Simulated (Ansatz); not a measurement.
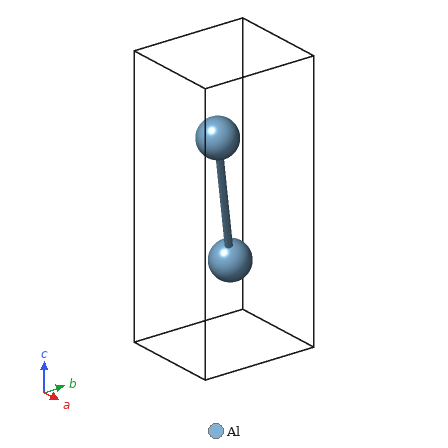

System: Al, space group P6_3/mmc (No. 194). The picture shows the conventional cell.

Starting cell:
```
Al
1.0
     1.42687   -2.47246    0.04141
     1.42687    2.47246    0.04141
    -0.13695    0.00000    4.71847
Al
2
Direct
  0.66667 0.33333 0.75000
  0.33333 0.66667 0.25000
```

How it was computed, with Ansatz 0.2.0: harmonic phonon frequencies at the zone centre with atoms at rest in the given cell, without the long-range term of polar modes, the three translations left out, imaginary frequencies are negative; plane waves with PAW datasets, Γ-centred k mesh. Level: PBE, no spin polarisation.

- wave cutoff: 420 eV
- k mesh: 22×22×12
- occupations: Fermi–Dirac
- smearing width: 0.15 eV
- pressure: 0 GPa
- phonon method: linear response

Predict the zone-centre optical phonon frequencies (the three acoustic modes are left out).

No frequency is imaginary, so the structure is stable to these displacements (zone-boundary modes weren't tested here). The highest mode lies at 303.8 cm⁻¹. The optical modes lie at 138.8 (×2), 303.8 cm⁻¹.

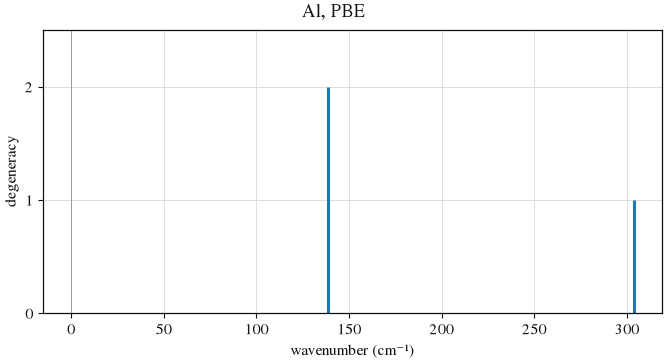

Note: metal sensitive to the k mesh; structure snapped to symmetry.
